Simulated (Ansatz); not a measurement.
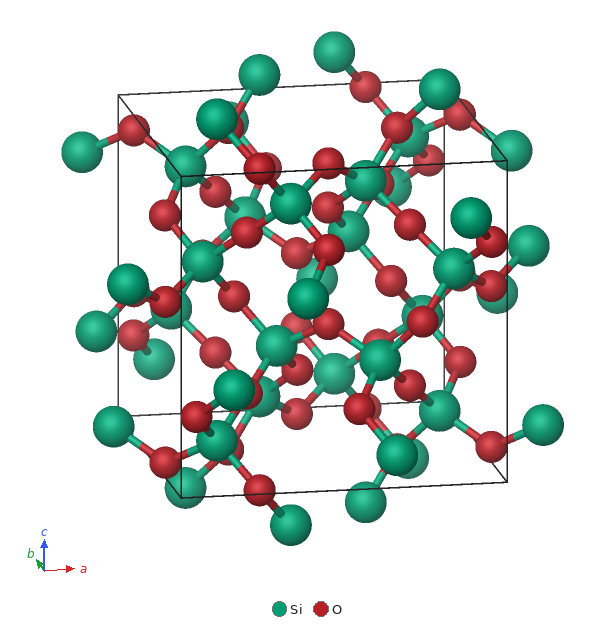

The image is a ball-and-stick drawing of a crystal, viewed slightly off an axis. The parallelepiped is the conventional unit cell. Bonded neighbours in the next cells are drawn too.

SiO2, space group Ia-3 (No. 206), a = 8.09 Å, b = 8.09 Å, c = 8.09 Å, α = 90.00°, β = 90.00°, γ = 90.00°.

The calculation used DFT r2SCAN, scalar-relativistic, plane waves, PAW (Ansatz), with plane waves up to 500 eV, k-points about 0.27 Å⁻¹ apart, Gaussian smearing of 0.02 eV, no spin polarisation.

Question: Predict the gap.

Answer: An insulator at this level, with a gap of 7.08 eV on the k-mesh (the true edges may lie between mesh points, so the gap can be somewhat smaller).

The structure comes from a structure listed in the Materials Project. The cell was then strained or its atoms displaced on purpose. The atoms were relaxed in a fixed cell with DFT r2SCAN, scalar-relativistic, plane waves, PAW in Ansatz 0.2.0.

At this level of theory the run's own cell isn't at rest (compressed, at 8 GPa), so its distances can differ from those at equilibrium, the more so the softer the solid.
